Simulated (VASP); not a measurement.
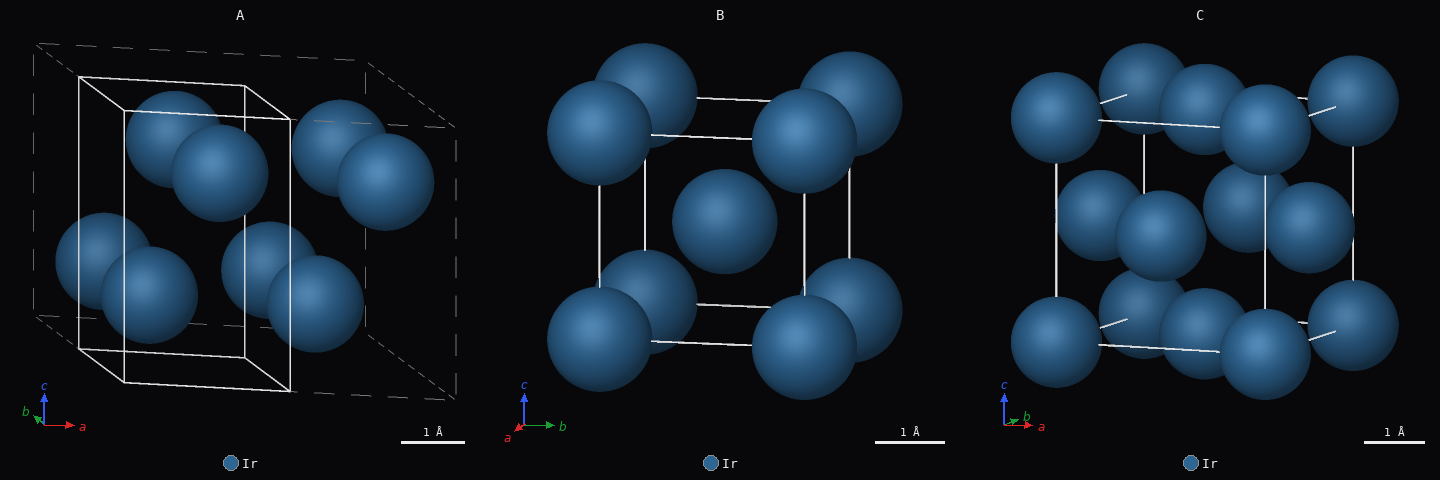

Three structures of Ir, each relaxed (cell and atoms) at zero pressure; conventional cells in solid outline, small ones repeated, each panel with its own scale. Alike in all runs: VASP 6.6.1; functional PBEsol; VASP's PAW PBE potentials, release 64 (Ir); cutoff 580 eV; occupations gaussian, width 0.1 eV; no spin polarisation; no spin-orbit coupling. The k meshes have like spacings.

> Give the type and space group of each panel.

A: hexagonal close-packed (Mg type), P6₃/mmc; B: body-centred cubic (W type), Im-3m; C: face-centred cubic (Cu type), Fm-3m.

> Which of these is lowest in energy, and how far above it do the others lie?

C, then A (+77 meV/atom) and B (+679 meV/atom), static energies at zero smearing.

> Collect the results in a table.

| panel | space group | E − E(lowest) (meV/atom) | volume (Å³/atom) |
| --- | --- | --- | --- |
| C | Fm-3m | 0 | 14.1 |
| A | P6₃/mmc | 77 | 14.1 |
| B | Im-3m | 679 | 14.6 |

The starts are database entries or structure types tried for this composition, and the most stable form need not be among them.

Caveat: spin-orbit coupling is left out, which matters for Ir, if less for volumes and forces than for levels.
